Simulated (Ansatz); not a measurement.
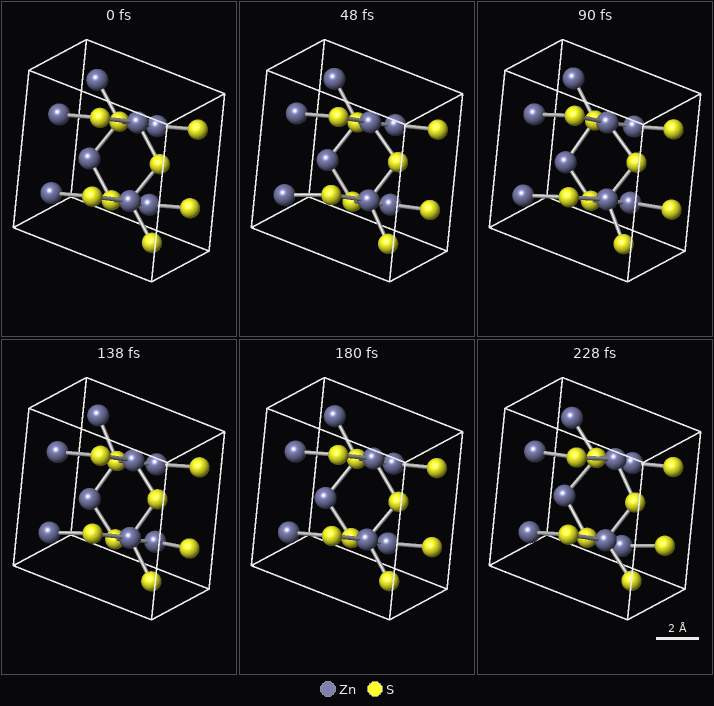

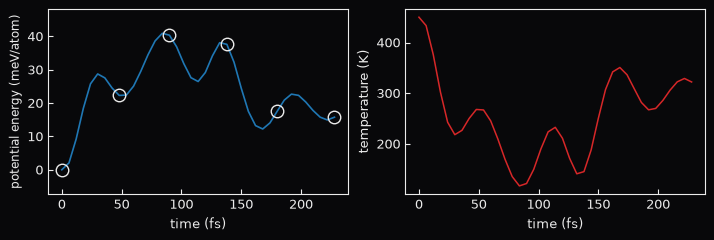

First-principles dynamics of a 16-atom cell of ZnS (set up in P6_3mc), 228 fs long. Frames and the history of the run. Style: ball-and-stick. Shown: the simulation cell, slightly off an axis. Bonds to atoms that aren't drawn are left out.

These are results of Ansatz 0.2.0, DFT PBEsol, scalar-relativistic, plane waves, PAW, not measurements. Settings: plane-wave cutoff 420 eV; k-point mesh 2 × 2 × 2; Fermi-Dirac smearing 0.0388 eV; volume 1.01 times that of the relaxed crystal; constant energy (NVE); velocities drawn for 450 K; time step 6 fs.

The input:
```yaml
crystal:
  lattice:
    - [-1.91183, -3.3113866955, 6.2547111156]
    - [-1.91183, -3.3113866955, -6.2547111156]
    - [7.6473200002, 0.0, 0.0]
  atoms:
    - { symbol: Zn, position: [0.1666666667, 0.1666666667, 0.8333333333] }
    - { symbol: Zn, position: [0.1666666667, 0.1666666667, 0.3333333333] }
    - { symbol: Zn, position: [0.6666666667, 0.6666666667, 0.8333333333] }
    - { symbol: Zn, position: [0.6666666667, 0.6666666667, 0.3333333333] }
    - { symbol: Zn, position: [0.5833333333, 0.0833333333, 0.1666666667] }
    - { symbol: Zn, position: [0.5833333333, 0.0833333333, 0.6666666667] }
    - { symbol: Zn, position: [0.0833333333, 0.5833333333, 0.1666666667] }
    - { symbol: Zn, position: [0.0833333333, 0.5833333333, 0.6666666667] }
    - { symbol: S, position: [0.3591666667, 0.9741666667, 0.8333333333] }
    - { symbol: S, position: [0.3591666667, 0.9741666667, 0.3333333333] }
    - { symbol: S, position: [0.8591666667, 0.4741666667, 0.8333333333] }
    - { symbol: S, position: [0.8591666667, 0.4741666667, 0.3333333333] }
    - { symbol: S, position: [0.7758333333, 0.8908333333, 0.1666666667] }
    - { symbol: S, position: [0.7758333333, 0.8908333333, 0.6666666667] }
    - { symbol: S, position: [0.2758333333, 0.3908333333, 0.1666666667] }
    - { symbol: S, position: [0.2758333333, 0.3908333333, 0.6666666667] }
basis:
  ecutwfc: 420
kpoints:
  mp_grid: { grid: [2, 2, 2], shift: [0.5, 0.5, 0.5] }
hamiltonian:
  xc: pbesol
scf:
  occupations: { method: fermi_dirac, width: 0.0388 }
  lower_state_search: "off"
  convergence: { dr2_threshold: 1.0e-07 }
output:
  forces: true
  stress: true
md:
  timestep: 6.0
  n_steps: 38
  ensemble: nve
  temperature: 450.0
  initial_velocities: maxwell_boltzmann
  seed: 39198
```

Command:
```bash
ansatz run input.yaml --threads 4 --pin off --max-ram 5120MiB --backend cpu --events-out ev --progress --plain --runs-dir out
```

Question: What do the frames and curves show?

Answer: Root-mean-square distances from the starting positions over the second half, with the common drift of all atoms taken out: Zn 0.14 Å, S 0.12 Å. That is small against the typical shortest distance between atoms in the first frame, about 2.3 Å: the atoms vibrate about their sites and the arrangement holds. The mean temperature in the second half is 268 K (standard deviation 65 K). The potential energy in the second half lies on average 22.4 meV per atom above the first frame. The mean pressure there is −1.8 GPa. The total energy stays between 0 and 0.66 meV per atom of its start. A straight-line fit has a slope that amounts to +0.029 meV per atom over 228 fs (under 0.1 % of the mean kinetic energy), and the ripple about it is 1.7 % of the kinetic energy's fluctuation. With a drift under 2 % and a ripple under 7 %, the integration is accurate. The time step of 6 fs is long for the fastest vibrations here (lightest element sulfur).
